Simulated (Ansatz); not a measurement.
# Graphene/h-GaN/graphene sandwich (62 atoms), the geometry as built

12 cells of graphene (a = 2.46 Å, strained -0.17 %) and 7 cells of h-GaN (a = 3.21 Å, +0.17 %) on one hexagonal cell, twist 49.11 deg; facing planes 3.5, 3.46 Å apart; 16 Å of vacuum; displaced by a Gaussian of 0.01 Å.

Calculated values (Ansatz 0.2.0, Kohn-Sham DFT, PBE+D3(BJ), PAW (set soft_2), plane waves; cutoff 420 eV, k-mesh 3×3×1, fermi-dirac smearing of 0.05 eV) for the geometry as built.

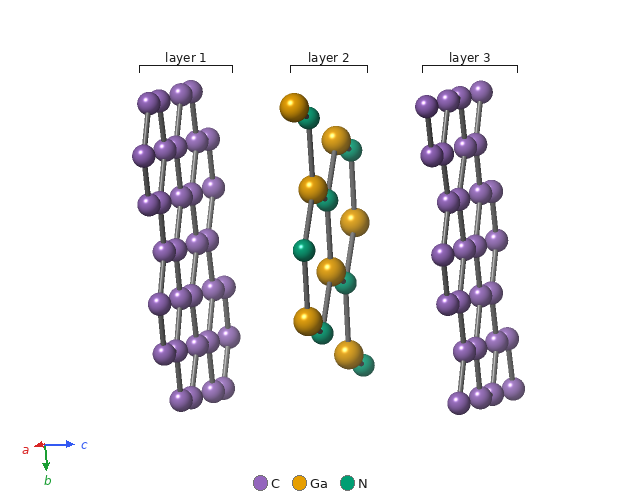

The structure (carbon purple, gallium orange, nitrogen teal). Some periodic images of atoms are drawn too.

Extended XYZ; positions in Å, forces in eV/Å, q the intrinsic-atomic-orbital charge in e:

```xyz
62
Lattice="8.507 0.000 0.000 -4.254 7.368 0.000 0.000 0.000 22.960" Properties=species:S:1:pos:R:3:charge:R:1:forces:R:3 pbc="T T T"
C -1.411 4.904 8.002 0.00 -0.337 -0.079 0.033
C -0.711 3.674 7.993 0.00 0.496 0.136 0.178
C -1.413 7.360 8.003 0.01 0.208 -0.172 -0.031
C -0.702 6.128 8.012 0.00 0.072 0.511 -0.040
C 0.720 1.226 7.996 0.00 -0.284 -0.167 0.033
C -2.823 7.352 7.987 0.01 -0.082 1.185 0.085
C 0.713 3.687 8.002 0.00 -0.100 -0.342 -0.113
C 1.425 2.456 7.997 0.00 0.050 0.110 0.081
C 0.716 6.151 8.005 0.01 -0.065 -0.764 -0.072
C 1.431 4.910 7.996 0.00 -1.028 0.442 0.046
C 2.845 2.465 8.009 0.01 -0.177 -0.162 -0.104
C 3.546 1.223 8.006 0.00 -0.298 0.411 -0.001
C 2.823 4.911 7.985 0.00 1.231 0.708 0.289
C 3.545 3.703 8.004 0.00 -0.057 -1.159 -0.203
C 7.085 0.001 8.003 0.00 0.444 0.054 0.080
C 3.551 6.143 8.020 0.01 -0.202 0.078 -0.438
C 4.948 1.226 8.002 0.01 0.934 0.455 0.016
C 5.666 0.007 7.988 0.00 0.170 -0.127 0.189
C 4.957 3.679 7.986 0.01 0.706 0.527 0.328
C 5.682 2.459 8.014 0.00 -0.909 -0.431 -0.204
C -3.524 6.149 7.992 0.00 -1.055 -0.881 0.221
C -2.829 4.913 8.006 0.00 0.059 -0.252 -0.208
C -1.409 2.442 8.010 0.00 -0.361 0.859 -0.032
C -0.707 1.235 8.012 0.01 0.589 -0.937 -0.152
Ga 4.871 5.336 11.498 0.79 -0.228 0.275 0.003
N 5.471 3.594 11.511 -0.81 -0.045 -0.321 -0.031
Ga 6.683 0.088 11.497 0.79 -0.019 -0.327 0.011
N 3.045 5.708 11.505 -0.81 -0.115 -0.428 -0.029
Ga -1.215 3.239 11.512 0.78 0.082 -0.165 -0.011
N -0.618 1.467 11.527 -0.81 0.369 0.590 -0.037
Ga -0.600 6.400 11.480 0.78 -0.259 -0.129 0.051
N 0.000 4.641 11.506 -0.81 0.106 -0.045 -0.039
Ga 1.218 1.144 11.510 0.79 -0.227 -0.370 -0.002
N -2.433 6.745 11.496 -0.81 0.209 0.154 -0.028
Ga 1.828 4.283 11.500 0.78 0.085 0.339 0.013
N 2.435 2.530 11.507 -0.81 0.044 0.156 -0.027
Ga 4.256 2.180 11.508 0.79 0.120 0.030 0.003
N 4.868 0.425 11.507 -0.81 -0.127 0.238 -0.040
C 4.957 4.887 14.944 0.00 -0.724 -0.342 0.097
C 5.647 3.664 14.949 0.01 0.865 -0.377 0.055
C -3.548 7.338 14.968 0.01 -0.312 -0.371 -0.173
C -2.848 6.096 14.951 0.01 0.197 1.103 0.093
C 7.087 1.196 14.951 0.01 -0.380 1.010 -0.029
C 3.528 7.347 14.951 0.00 0.980 0.011 0.114
C -1.437 3.652 14.949 0.00 0.353 0.567 0.056
C -0.717 2.435 14.958 0.01 0.024 -0.576 -0.082
C -1.428 6.105 14.956 0.00 0.116 0.066 0.104
C -0.712 4.888 14.955 0.01 -0.078 -0.497 -0.034
C 0.703 2.413 14.955 0.00 -0.224 0.960 0.065
C 1.412 1.197 14.964 0.00 -0.344 -0.194 0.029
C 0.714 4.889 14.956 0.00 -0.817 -0.221 0.099
C 1.411 3.653 14.960 0.00 -0.381 -0.071 -0.090
C 0.729 7.346 14.956 0.01 -2.122 0.461 0.094
C 1.399 6.123 14.963 0.00 1.381 -0.248 -0.086
C 2.818 1.197 14.977 0.00 1.125 0.067 -0.200
C -0.729 7.334 14.977 0.00 1.034 0.333 -0.153
C 2.812 3.662 14.952 0.01 1.544 -0.395 0.044
C 3.557 2.421 14.947 0.00 -1.604 0.419 0.230
C 2.835 6.133 14.957 0.01 -0.692 -1.047 0.037
C 3.534 4.895 14.958 0.01 -0.320 -0.048 -0.093
C 4.962 2.425 14.961 0.00 -0.371 0.721 -0.221
C 5.664 1.223 14.942 0.00 0.753 -1.329 0.225
```

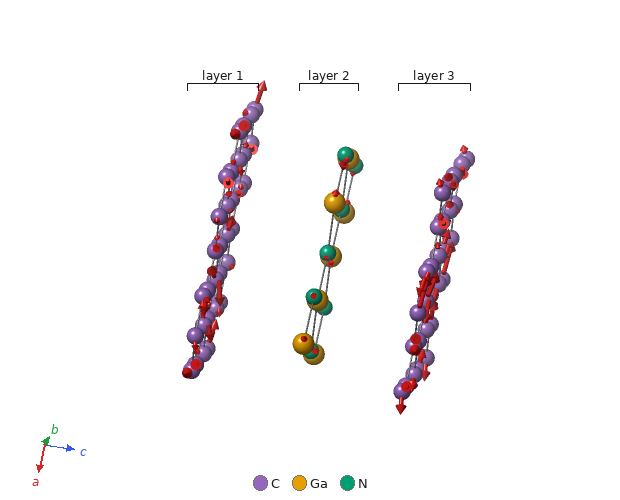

The forces as arrows, the longest 2.17 eV/Å. Some periodic images of atoms are drawn too.

The r.m.s. force component is 0.492 eV/Å; the longest force, 2.17 eV/Å, acts on C53.

[Logs are printed without paths, hosts, clocks, repeated set-up lines and the standing remarks that a program may print on its own settings, such as how far it seeks lower states.]

[Hosts, paths, dates, database ids (printed as entryN), source tags and the programs' standing remarks are cut or masked in the printed files.]
